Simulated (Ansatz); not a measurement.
MgB₂

```
Mg B
1.0
     1.51578   -2.65626    0.00000
     0.00000    0.00000    3.52300
    -3.08500   -0.03085    0.00000
Mg B
1 2
Cartesian
  0.0000 0.0000 0.0000
  -0.0178 -1.7811 1.7615
  -1.5514 -0.9060 1.7615
```

Space group P2/m.

Level of theory: Kohn-Sham DFT of a periodic cell, PBE, Ansatz PAW (Ansatz).

What can the converged valence pseudo-density and electron localisation function tell about the bonding?

B–B (1.77 Å): ρ at the midpoint is about 0.84 e/Å³; the ELF peaks at about 0.90 between the atoms.
Mg–B (2.49 Å): ρ is about 0.21 e/Å³ halfway; the ELF peaks at about 0.60 in the valence shell of B, 0.9 Å from its nucleus, and is about 0.40 at the midpoint.

Metal or insulator at this level of theory?

It is gapless in this calculation (a metal or semimetal).

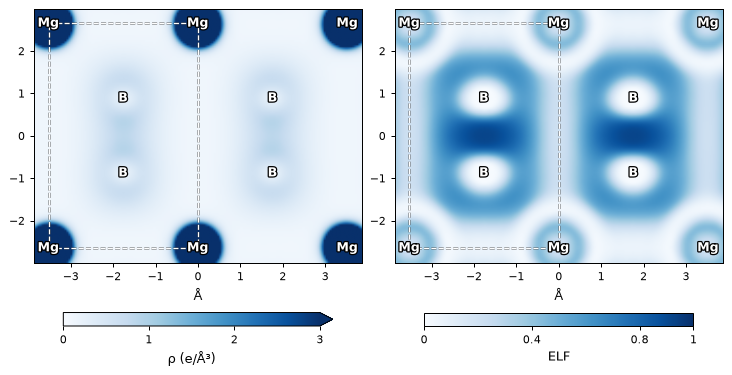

Computed valence pseudo-density and electron localisation function on the (101) plane of the conventional cell, in this order. 

Core electrons are frozen (PAW), and the valence fields are smoothed inside the atomic spheres.
